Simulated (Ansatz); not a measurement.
Zn33S31: several calculations on one system

**1. Relaxation**

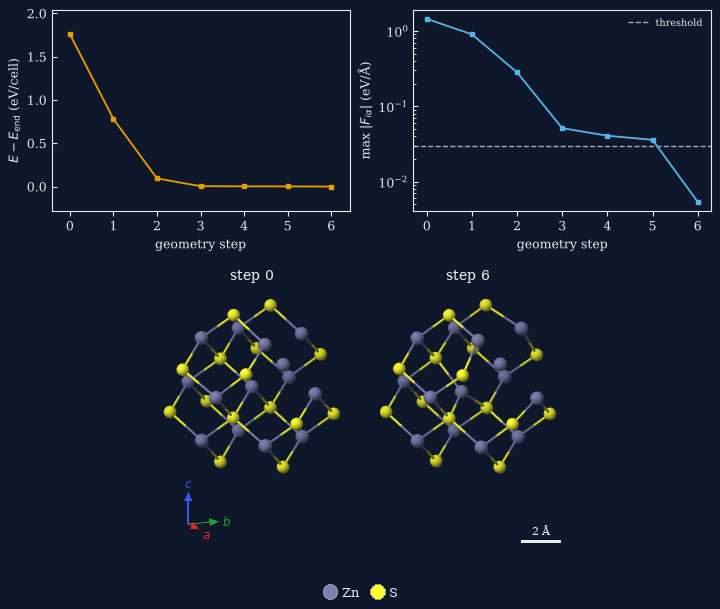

First and last geometry of a relaxation of a defect cell of composition Zn₃₃S₃₁ (cell charge +2), with the history of the run. The picture is a ball-and-stick view of the atoms within 5.0 Å of the atom that moves most (axes of the cell of the calculation (origin shifted)), seen slightly off an axis.

Theory: DFT, PBEsol, PAW, plane waves (Ansatz). Set-up: plane-wave cutoff 420 eV; k-point mesh 1 × 1 × 1; mesh shifted by (0.25, 0.25, 0.25); no spin polarisation; atoms relaxed in a fixed cell; force threshold 0.03 eV/Å; at most 80 steps.

Question: What do the curves and the structures tell?

Answer: It converged. The largest move is that of a Zn atom, 0.48 Å along [−1 −1 −1]. Largest moves by element: Zn 0.48 Å, S 0.07 Å. The cell stays as it was. Some distances before and after: Zn–Zn 2.294 → 2.830 Å, Zn–Zn 2.314 → 2.715 Å, Zn–Zn 2.349 → 2.716 Å, S–Zn 2.349 → 2.246 Å. Among the angles between lasting bonds that change: Zn–S–Zn 110.2° → 97.2°, Zn–S–Zn 109.2° → 97.2°, S–Zn–S 107.8° → 118.1°. Over 6 geometry steps the energy falls by 1.761 eV per cell of the calculation. Largest force component: 1.4 eV/Å at the start, 0.0054 eV/Å at the end.

```
step  E − E(0), meV/atom  largest force component, eV/Å
   0                0.00                         1.4458
   1              -15.31                         0.9024
   2              -26.04                         0.2820
   3              -27.45                         0.0513
   4              -27.47                         0.0407
   5              -27.48                         0.0359
   6              -27.52                         0.0054
```

Limits of the set-up: the cell is charged, on a uniform background, and energies carry no finite-size correction.

**2. Relaxation**

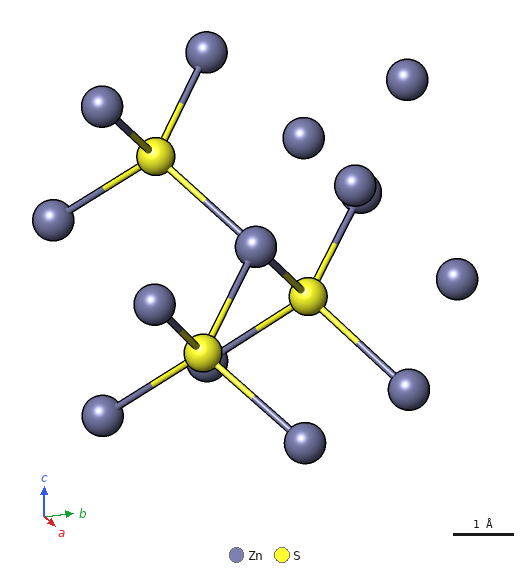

A defect cell of composition Zn33S31 (cell charge +3), before the relaxation. A ball-and-stick model of the atoms within 4.2 Å of the atom that moves most (axes of the cell of the calculation (origin shifted)), seen from a free direction.

Level of theory: Ansatz 0.2.0, DFT, PBEsol, PAW, plane waves.

Settings: plane-wave cutoff 420 eV; k-point mesh 1 × 1 × 1; mesh shifted by (0.25, 0.25, 0.25); collinear spin; atoms relaxed in a fixed cell; force threshold 0.03 eV/Å; at most 80 steps.

```
CELL_PARAMETERS angstrom
10.71254 0.00000 0.00000
0.00000 10.71254 0.00000
0.00000 0.00000 10.71254
ATOMIC_POSITIONS crystal
Zn 0.00174 0.00330 0.00095
Zn 0.99704 0.00003 0.50338
Zn 0.00223 0.50106 0.00041
Zn 0.99992 0.49990 0.49917
Zn 0.49717 0.00039 0.99802
Zn 0.50162 0.00348 0.49972
Zn 0.49845 0.49935 0.00069
Zn 0.49979 0.50007 0.50206
Zn 0.62510 0.62254 0.62511
Zn 0.24864 0.25050 0.99682
Zn 0.25041 0.24830 0.49868
Zn 0.24901 0.74996 0.99927
Zn 0.24982 0.75109 0.49913
Zn 0.74701 0.25066 0.99785
Zn 0.74992 0.25478 0.49862
Zn 0.75051 0.75201 0.00047
Zn 0.74960 0.74931 0.49655
Zn 0.24894 0.99992 0.24840
Zn 0.25094 0.00147 0.74971
Zn 0.25089 0.49943 0.24843
Zn 0.25120 0.49850 0.74901
Zn 0.75271 0.00118 0.25299
Zn 0.74510 0.00095 0.75028
Zn 0.75113 0.50026 0.25315
Zn 0.75178 0.49783 0.74787
Zn 0.00160 0.24942 0.25023
Zn 0.99981 0.25104 0.75207
Zn 0.99917 0.75265 0.24966
Zn 0.00058 0.74951 0.74834
Zn 0.49890 0.24988 0.24988
Zn 0.50196 0.24792 0.75195
Zn 0.49802 0.75067 0.24818
Zn 0.49626 0.74844 0.75010
S 0.12624 0.12610 0.12359
S 0.12433 0.12782 0.62889
S 0.12311 0.62479 0.12724
S 0.12406 0.62311 0.62448
S 0.62479 0.12395 0.12568
S 0.62184 0.12284 0.62081
S 0.62549 0.62181 0.12500
S 0.37572 0.37548 0.12052
S 0.37082 0.37752 0.62379
S 0.37724 0.87722 0.12453
S 0.37423 0.87570 0.62494
S 0.87870 0.37291 0.12875
S 0.87382 0.37121 0.62679
S 0.87235 0.87625 0.12398
S 0.87647 0.87674 0.62187
S 0.37578 0.12422 0.37517
S 0.37538 0.12582 0.87135
S 0.37250 0.62598 0.37553
S 0.37452 0.62582 0.87440
S 0.87376 0.12616 0.37412
S 0.87578 0.12736 0.87493
S 0.87301 0.62407 0.37462
S 0.87404 0.62538 0.87436
S 0.12250 0.37410 0.37702
S 0.12479 0.37663 0.87769
S 0.12554 0.87783 0.37511
S 0.12666 0.87521 0.87512
S 0.62534 0.37371 0.37558
S 0.62322 0.37649 0.87682
S 0.62672 0.87483 0.37443
S 0.62754 0.87743 0.87344
```

What does the optimiser find from here?

Answer. The energy falls by 1.749 eV per cell of the calculation in 4 geometry steps. Largest force component: 1.4 eV/Å at the start, 0.011 eV/Å at the end. Zn8 moves most: 0.47 Å along [−1 −1 −1]. Largest moves by element: Zn 0.47 Å, S 0.07 Å. The cell doesn't change. Some distances before and after: Zn8–Zn9 2.294 → 2.809 Å, Zn9–Zn25 2.314 → 2.719 Å, Zn9–Zn17 2.349 → 2.726 Å, Zn8–S51 2.349 → 2.248 Å. Among the angles between lasting bonds that change: Zn8–S42–Zn11 110.2° → 97.6°, Zn8–S51–Zn20 109.2° → 97.6°, S42–Zn8–S51 107.8° → 117.9°.

After the run, drawn alike:

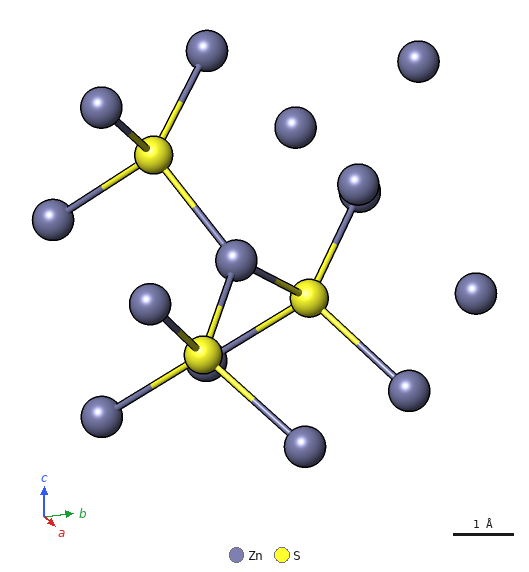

Limits of the set-up: the cell is charged, on a uniform background, and energies carry no finite-size correction.

**3. Defect**

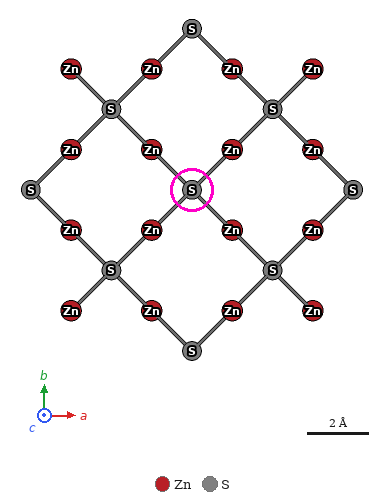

Perfect ZnS. The picture is a ball-and-stick view of the atoms within 6.0 Å of one point, in a slice 3.4 Å thick across the line of sight, seen along the c axis.

The calculation used Ansatz, DFT, PBEsol, PAW, plane waves. Settings: plane-wave cutoff 420 eV; k-point mesh 1 × 1 × 1; mesh shifted by (0.25, 0.25, 0.25); collinear spin. Fermi-Dirac smearing of 0.01 eV. A uniform background neutralises the charged cell. The axes drawn are those of the host's conventional cell.

A sulfur atom is replaced by zinc at the ringed place, in charge state +1. The supercell has 64 sites, and the atoms are relaxed at the host's cell.

How do the neighbours respond?

Answer. In the host the S atom has 4 Zn at 2.32 Å; the Zn atom ends with 4 Zn at 2.41 to 2.66 Å. Of the host's atoms, a zinc atom moves furthest from its site, by 0.28 Å. The Zn atom itself moves 0.14 Å from where it was put. The cell's net moment is 1.00 μB.

The relaxed defect, seen from the same direction:

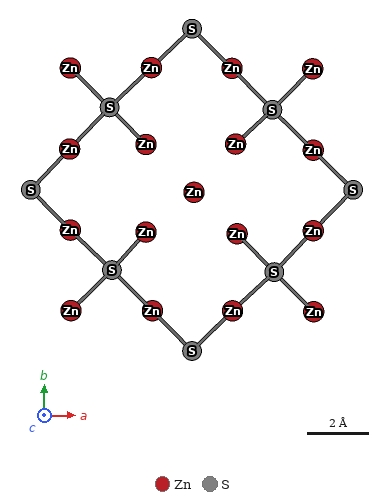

Limits of the set-up: the cell is charged, on a uniform background, and energies carry no finite-size correction.
